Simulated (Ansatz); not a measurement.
```yaml
crystal:
  lattice:
    - [-5.47113, 5.47113, -5.47113]
    - [5.47113, -5.47113, -5.47113]
    - [-5.47113, -5.47113, 5.47113]
  atoms:
    - { symbol: Al, position: [0.49279, 0.24222, 0.24240] }
    - { symbol: Al, position: [0.24902, 0.25069, 0.49995] }
    - { symbol: Al, position: [0.00002, 0.25033, 0.75041] }
    - { symbol: Al, position: [0.74957, 0.99987, 0.24949] }
    - { symbol: Al, position: [0.74955, 0.24921, 0.00008] }
    - { symbol: Al, position: [0.49781, 0.00046, 0.49995] }
    - { symbol: Al, position: [0.24938, 0.99957, 0.74928] }
    - { symbol: Al, position: [0.00004, 0.75023, 0.25061] }
    - { symbol: Al, position: [0.99704, 0.99895, 0.99916] }
    - { symbol: Al, position: [0.75020, 0.75707, 0.49995] }
    - { symbol: Al, position: [0.49808, 0.74882, 0.74906] }
    - { symbol: Al, position: [0.24899, 0.49971, 0.25085] }
    - { symbol: Al, position: [0.24941, 0.74907, 0.99982] }
    - { symbol: Al, position: [0.99989, 0.49977, 0.49995] }
    - { symbol: Al, position: [0.75033, 0.49978, 0.75748] }
    - { symbol: Al, position: [0.49782, 0.49974, 0.00073] }
    - { symbol: P, position: [0.49933, 0.99809, 0.24970] }
    - { symbol: P, position: [0.24856, 0.00060, 0.49995] }
    - { symbol: P, position: [0.00091, 0.00129, 0.75126] }
    - { symbol: P, position: [0.74959, 0.74997, 0.24863] }
    - { symbol: P, position: [0.74772, 0.99887, 0.99913] }
    - { symbol: P, position: [0.49842, 0.75119, 0.49996] }
    - { symbol: P, position: [0.24861, 0.74977, 0.75001] }
    - { symbol: P, position: [0.99857, 0.49972, 0.24990] }
    - { symbol: P, position: [0.00099, 0.75113, 0.00162] }
    - { symbol: P, position: [0.73131, 0.49962, 0.49993] }
    - { symbol: P, position: [0.49848, 0.49974, 0.75148] }
    - { symbol: P, position: [0.24695, 0.24820, 0.24841] }
    - { symbol: P, position: [0.24854, 0.49969, 0.00077] }
    - { symbol: P, position: [0.99858, 0.24974, 0.49995] }
    - { symbol: P, position: [0.74958, 0.24835, 0.75020] }
    - { symbol: P, position: [0.49932, 0.24946, 0.99827] }
    - { symbol: H, position: [0.56157, 0.49848, 0.49975] }
```

Spin-polarised.

Level of theory: Ansatz 0.2.0, DFT PBEsol, scalar-relativistic, plane waves, PAW.

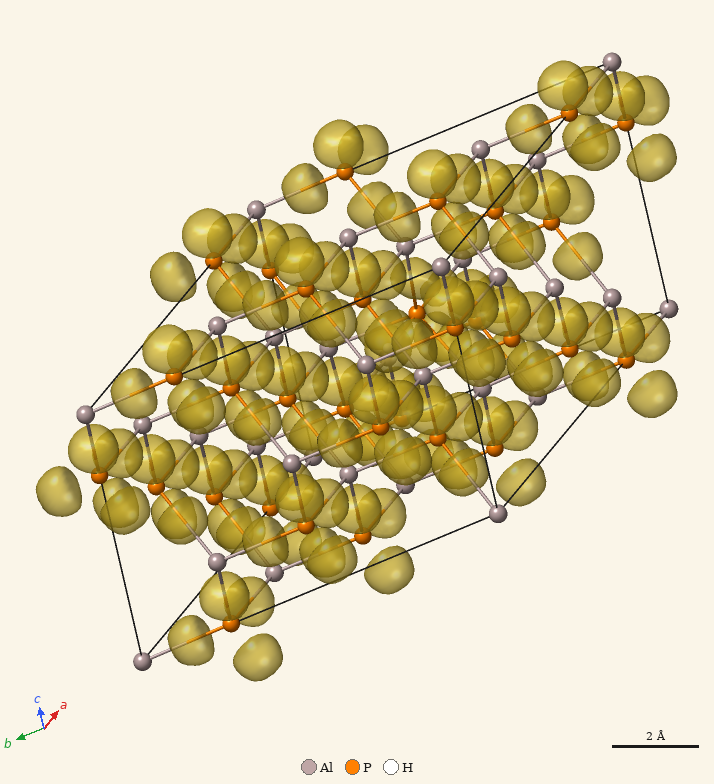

Al16P16H (cell with a defect). Isosurface of the electron localisation function at 0.85 (yellow), seen at an oblique angle. Only the valence region is drawn (cores and ρ < 0.01 e/Å³ removed). Sticks mark near contacts.

In a PAW calculation such maps are meaningful between the atoms, not at the nuclei.

Q: Where are the electrons localised?

A: The ELF exceeds this value in 64 regions between bonded Al–P atoms (shared pairs) and one region around a hydrogen nucleus, counted in one cell of 33 atoms. Any copies at cell faces, edges or corners count once.

Values along the shortest contacts:
P–H (1.60 Å): the ELF climbs to about 1 towards the hydrogen, as it does in any bond to H. Al–P (2.36 Å): the ELF peaks at about 0.95 between the atoms; a covalent bond.

Q: Does the calculation give a band gap?

A: It is gapped, with a Kohn–Sham gap of 0.29 eV on the k-point mesh, an upper bound to the gap of this method.
